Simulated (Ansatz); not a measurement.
SnO

The calculation's input:

```
crystal:
  lattice:
    - [-2.692444422, 2.692533701, 0.0]
    - [-2.692444422, -2.692533701, 0.0]
    - [-1.0769777688, 1.0770134804, 9.8755476785]
  atoms:
    - { symbol: Sn, position: [-0.1463940353, 0.9999260292, 0.3661700153] }
    - { symbol: Sn, position: [0.6534580232, 7.39708e-05, 0.8661700152] }
    - { symbol: Sn, position: [0.2463940353, 0.5000739708, 0.6338299848] }
    - { symbol: Sn, position: [0.4465419768, 0.4999260292, 0.1338299848] }
    - { symbol: O, position: [0.6999014542, 0.5000985458, 0.75] }
    - { symbol: O, position: [-0.0999014542, 0.4999014542, 0.25] }
    - { symbol: O, position: [0.1999014542, 9.85458e-05, 0.75] }
    - { symbol: O, position: [0.4000985458, 0.9999014542, 0.25] }
basis:
  ecutwfc: 500
kpoints:
  mp_grid: { grid: [9, 9, 4] }
hamiltonian:
  xc: r2scan
scf:
  occupations: { method: gaussian, width: 0.03 }
output:
  forces: true
  stress: true
  eigenvalues: true
  write_density: true
  write_potential: true
  elf: true
  volumetric_format: npy
```

Run with:

```sh
ansatz run input.yaml --threads 2 --pin off --max-ram 5120MiB --backend cpu --events-out ev --progress --plain --runs-dir out
```

Below, planes, directions and counts refer to the conventional cell (a = 3.81 Å, b = 3.81 Å, c = 9.99 Å, α = 90.00°, β = 98.77°, γ = 90.00°).

Space group P2₁/m; not relaxed (largest force 0.6 eV/Å).

Theory: DFT r2SCAN, scalar-relativistic, plane waves, PAW in Ansatz.

The density is the valence pseudo-density of a PAW calculation; it isn't the true density close to the nuclei.

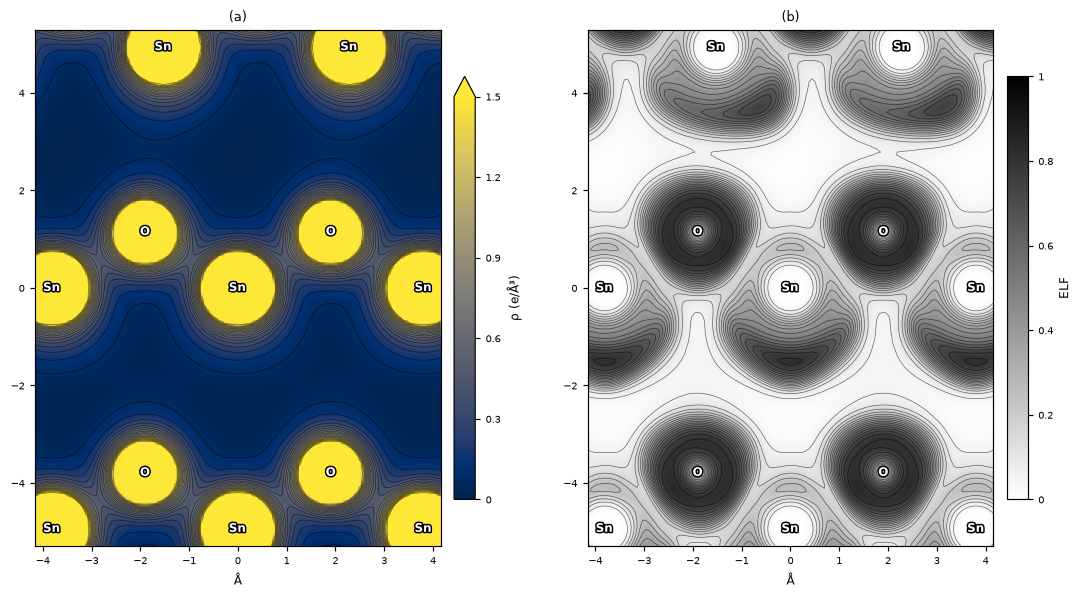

Figure 1. (a) valence electron density; (b) ELF on the (010) plane of the conventional cell.

Interpret the plot.

The plane passes through Sn and O nuclei.
Sn–O (2.22 Å): the density is about 0.46 e/Å³ at the midpoint; the ELF peaks at about 0.85 in the valence shell of O, 0.6 Å from its nucleus, and is about 0.20 at the midpoint: no shared electron pair shows on this line.
Between the atoms the lowest density in this plane is 0.01 e/Å³.

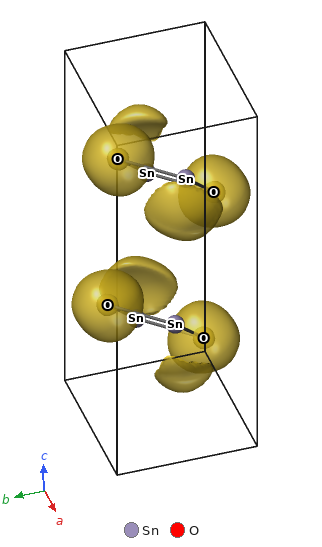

Figure 2. Isosurface of the electron localisation function at 0.6 (yellow), seen at an oblique angle. Only the valence region is drawn (cores and ρ < 0.01 e/Å³ removed). Sticks mark near contacts.

What do the ELF domains correspond to?

The ELF exceeds this value in four lobes on Sn, pointing away from the bonds (lone pairs) and four regions wrapped around O (the valence shell of each), counted in one cell of 8 atoms. Any copies at cell faces, edges or corners count once.

Does the calculation make it a metal, or give it a gap?

It is gapped, with a Kohn–Sham gap of 0.54 eV on the k-point mesh (the band edges may lie off the mesh, which would make the gap smaller).
